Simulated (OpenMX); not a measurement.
# Energy of V along an even scaling of the cell

System: V (Im-3m, 1 atom in the cell).
Method: Kohn-Sham DFT of a periodic cell, PBE, OpenMX 2013 PBE set, spin-polarised (OpenMX 3.8.5).

The 7 runs differ only in the geometry, by an even scaling of the cell at fixed fractional positions. The structure derives from an entry of the Crystallography Open Database.

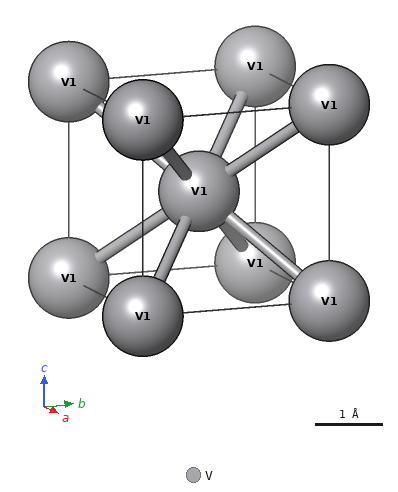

Figure 1. The structure of run 4 (ball-and-stick view of the cell 2 times as large as that of the calculation, set on its symmetry axes, seen slightly off an axis; atoms are numbered from 1 in the order of the input).

### Input of run 4
```
System.CurrrentDirectory             ./
System.Name                          V
DATA.PATH                            ./DFT_DATA13
level.of.stdout                      1
level.of.fileout                     0
Species.Number                       1
<Definition.of.Atomic.Species
  V   V6.0-s2p2d1            V_PBE13
Definition.of.Atomic.Species>

Atoms.Number                         1
Atoms.SpeciesAndCoordinates.Unit     FRAC
<Atoms.SpeciesAndCoordinates
    1  V     0.0000000000    0.0000000000    0.0000000000   7.500  5.500
Atoms.SpeciesAndCoordinates>

Atoms.UnitVectors.Unit               Ang
<Atoms.UnitVectors
    -1.5143500000    1.5143500000    1.5143500000
     1.5143500000   -1.5143500000    1.5143500000
     1.5143500000    1.5143500000   -1.5143500000
Atoms.UnitVectors>

scf.XcType                           GGA-PBE
scf.SpinPolarization                 on
scf.ElectronicTemperature            580.226
scf.energycutoff                     400.0
scf.maxIter                          160
scf.EigenvalueSolver                 band
scf.Kgrid                            13 13 13
scf.Mixing.Type                      rmm-diisk
scf.Init.Mixing.Weight               0.01
scf.Min.Mixing.Weight                0.001
scf.Max.Mixing.Weight                0.2
scf.Mixing.History                   40
scf.Mixing.StartPulay                15
scf.criterion                        1.0e-8
scf.stress.tensor                    on
MD.Type                              nomd
Band.dispersion                      on
Band.Nkpath                          6
<Band.kpath
   13   0.000000  0.000000  0.000000    0.500000 -0.500000  0.500000  G H
    9   0.500000 -0.500000  0.500000    0.000000  0.000000  0.500000  H N
    9   0.000000  0.000000  0.500000    0.000000  0.000000  0.000000  N G
   11   0.000000  0.000000  0.000000    0.250000  0.250000  0.250000  G P
   11   0.250000  0.250000  0.250000    0.500000 -0.500000  0.500000  P H
    6   0.250000  0.250000  0.250000    0.000000  0.000000  0.500000  P N
Band.kpath>
```

Command:
```bash
openmx V.dat -nt 1 > V.std
```

Run 5 has the same physical settings and fractional positions; its lattice vectors (Å) are:
```
  -1.524379    1.524379    1.524379
   1.524379   -1.524379    1.524379
   1.524379    1.524379   -1.524379
```

### Results, with one run withheld

| run | volume per atom (Å³) | free energy per atom, from the lowest run given (meV) |
| --- | --- | --- |
| 1 | 13.058 | 1.30 |
| 2 | 13.336 | 0.00 |
| 3 | 13.613 | 6.57 |
| 4 | 13.891 | 20.18 |
| 5 | 14.169 | ? |
| 6 | 14.447 | 65.50 |
| 7 | 14.725 | 96.06 |

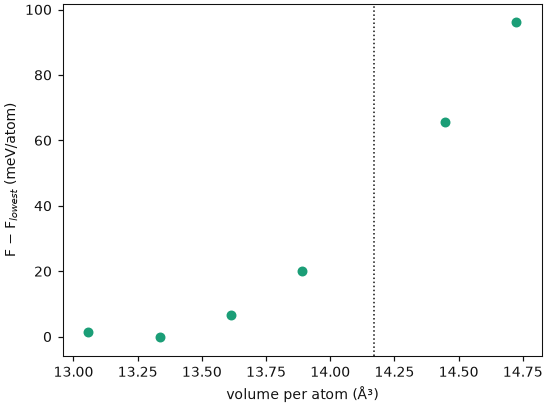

Figure 2. Free energy per atom of the runs given; the dotted line marks run 5.

Fit the runs given and predict run 5.

A cubic polynomial in V^(−2/3) (the Birch–Murnaghan form), fitted to the 6 runs given, misses them by at most 0.02 meV per atom. With x = V^(−2/3) − 0.17361 Å⁻², it reads F = 16.287 − 6580.3 x + 6.4272e+05 x² + 6.1732e+05 x³ (meV per atom). At run 5 it gives 40.03 meV per atom, and the run itself gives 40.12. The fit has its minimum at 13.239 Å³ per atom, where V d²F/dV² gives 224 GPa: the bulk modulus at this level, since symmetry fixes the shape and the positions.

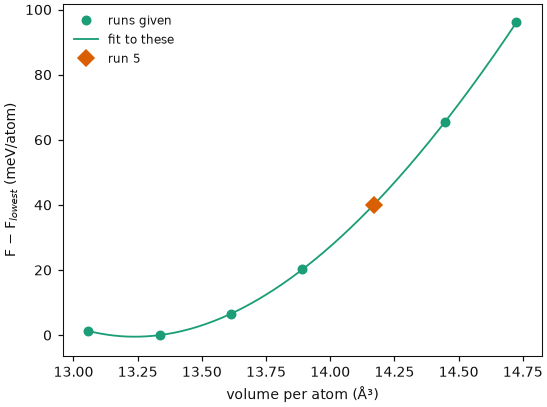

Figure 3. The fit and the withheld run.

### Some lines of the output (run 5)
```
[...]
  Cell_Volume =     95.617075417993 (Bohr^3)
        Total energy (Hartree) at MD = 1
   kloop=0
   kloop=1
   kloop=1098
```

Notes: With a small basis of atomic orbitals these values can differ much from converged plane-wave results.
